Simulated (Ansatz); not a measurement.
# BAs: what the fields show

Input

```
crystal:
  lattice:
    - [5.8883421561, 0.0, 0.0]
    - [0.0, 5.8883421561, 0.0]
    - [0.0, 0.0, 3.3895867269]
  atoms:
    - { symbol: B, position: [0.6772683981, 0.6772683981, 0.0] }
    - { symbol: B, position: [0.1772683981, 0.8227316019, 0.5] }
    - { symbol: B, position: [0.8227316019, 0.1772683981, 0.5] }
    - { symbol: B, position: [0.3227316019, 0.3227316019, 0.0] }
    - { symbol: As, position: [0.818606202, 0.818606202, 0.5] }
    - { symbol: As, position: [0.181393798, 0.181393798, 0.5] }
    - { symbol: As, position: [0.681393798, 0.318606202, 0.0] }
    - { symbol: As, position: [0.318606202, 0.681393798, 0.0] }
basis:
  ecutwfc: 420
kpoints:
  mp_grid: { grid: [6, 6, 8] }
  band_path:
    path:
      - [[0.0, 0.0, 0.0], [0.0, 0.5, 0.0], [0.5, 0.5, 0.0], [0.0, 0.0, 0.0], [0.0, 0.0, 0.5], [0.0, 0.5, 0.5], [0.5, 0.5, 0.5], [0.0, 0.0, 0.5]]
      - [[0.0, 0.5, 0.0], [0.0, 0.5, 0.5]]
      - [[0.5, 0.5, 0.0], [0.5, 0.5, 0.5]]
    npoints: 14
hamiltonian:
  xc: pbe
scf:
  occupations: { method: gaussian, width: 0.02 }
  n_extra_bands: 20
output:
  forces: true
  stress: true
  eigenvalues: true
  populations: true
  dos: { projected: true, de: 0.02, nscf_kmesh: { grid: [9, 9, 12] } }
  bader: true
  write_density: true
  write_potential: true
  elf: true
  volumetric_format: npy
```

Command:

```sh
ansatz run input.yaml --threads 1 --pin off --max-ram 2048MiB --backend cpu --events-out ev --progress --plain --runs-dir out
```

Below, planes, directions and counts refer to the conventional cell (a = 5.89 Å, b = 5.89 Å, c = 3.39 Å, α = 90.00°, β = 90.00°, γ = 90.00°).

Space group P4₂/mnm; a structure generated by program, which may or may not match a known phase.

These are results of Ansatz, DFT PBE, scalar-relativistic, plane waves, PAW, not measurements.

In a PAW calculation such maps are meaningful between the atoms, not at the nuclei.

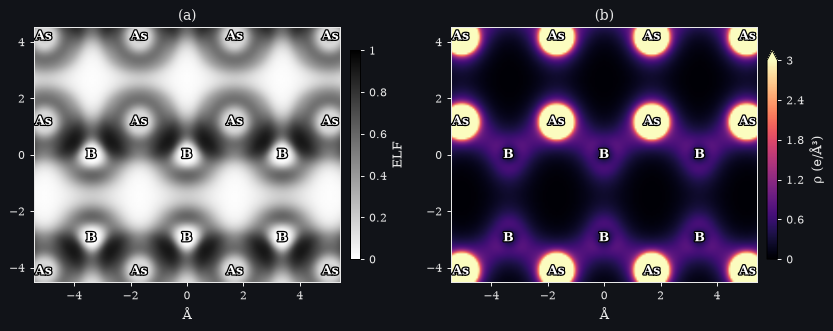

Figure 1. (a) ELF; (b) valence pseudo-density on the (11̄0) plane of the conventional cell.

**What do the fields say about this system?**

The plane passes through B and As nuclei.
B–As (2.06 Å): the density is about 0.79 e/Å³ at the midpoint; the ELF peaks at about 0.90 between the atoms (a covalent bond).
Between the atoms the lowest density in this plane is 0.02 e/Å³.

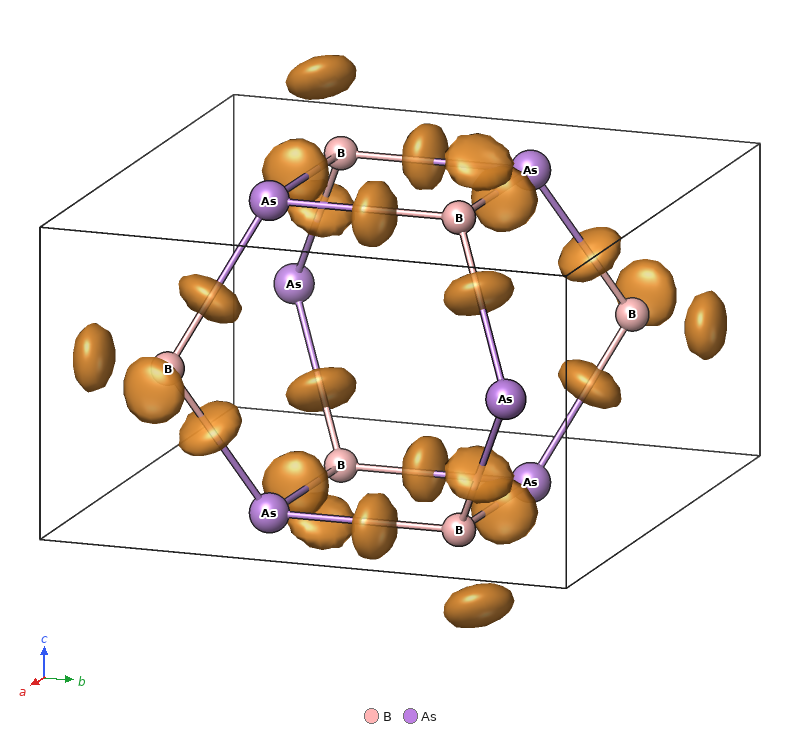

Figure 2. Isosurface of the ELF at 0.85 (orange), seen slightly off an axis. Only the valence region is drawn (cores and ρ < 0.01 e/Å³ removed). Sticks mark near contacts.

**Where are the electrons localised?**

At this value the surface marks out 16 regions between bonded As–B atoms (shared pairs), counted in one cell of 8 atoms. Regions shared between cells count once.


 B–As (2.11 Å): the ELF peaks at about 0.90 between the atoms: a shared electron pair.

**Metal or insulator at this level of theory?**

It is gapped, with a Kohn–Sham gap of 0.85 eV on the k-point mesh (the band edges may lie off the mesh, which would make the gap smaller).

**How much charge does the calculation move between the atoms?**

Electrons move from B towards As. Bader charges: B +0.11 and As −0.11 e.
